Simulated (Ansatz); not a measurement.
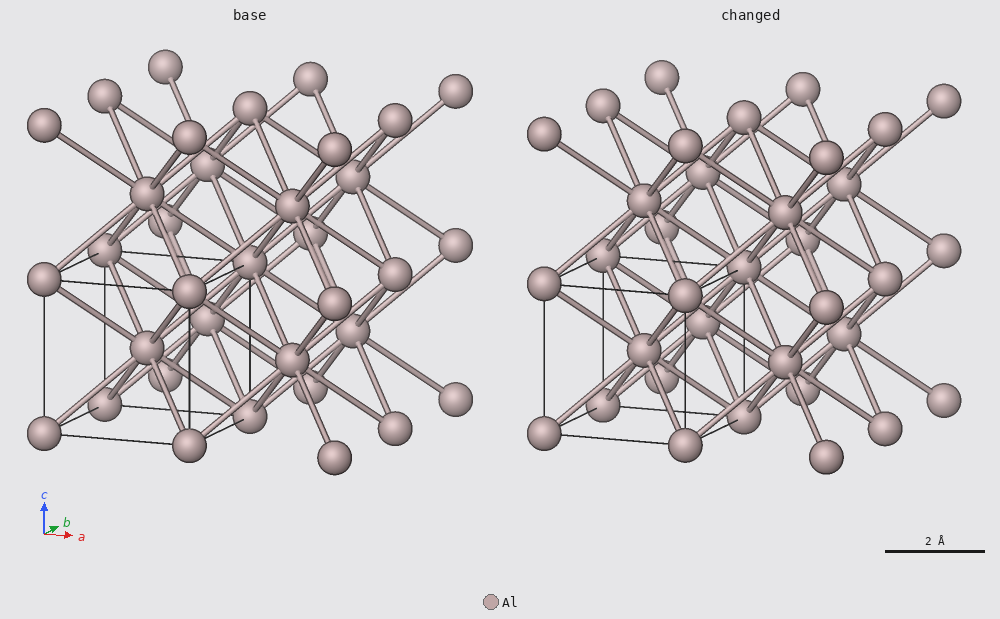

Left: a symmetric starting cell of Al. Right: the same structure after one change, at the same scale. A ball-and-stick model of the conventional cell (2 times the calculation's cell), repeated 2 × 2 × 2 with one cell outlined, seen slightly off an axis. Lengths and directions refer to the drawn axes.

Method: Ansatz 0.2.0, DFT PBEsol, scalar-relativistic, plane waves, PAW. (plane-wave cutoff 420 eV; k-point mesh 18 × 18 × 18; occupations gaussian; smearing width 0.1 eV; no spin polarisation)

**What distinguishes the right structure from the left one?**

All lengths are scaled by −2.9 % (volume −8.3 %), the atoms keeping their fractional coordinates. No relaxation follows. The starting cell wasn't computed here and needn't be at equilibrium, so pressure and forces aren't due to the change alone.

**How do the computed properties respond?**

The pressure is 10.8 GPa (not all of it need come from the change, since the unchanged cell can be under pressure at this level too). All forces vanish by symmetry. Near-neighbour distances before and after: Al–Al 2.756 → 2.677 Å. The space group stays Im-3m (No. 229).
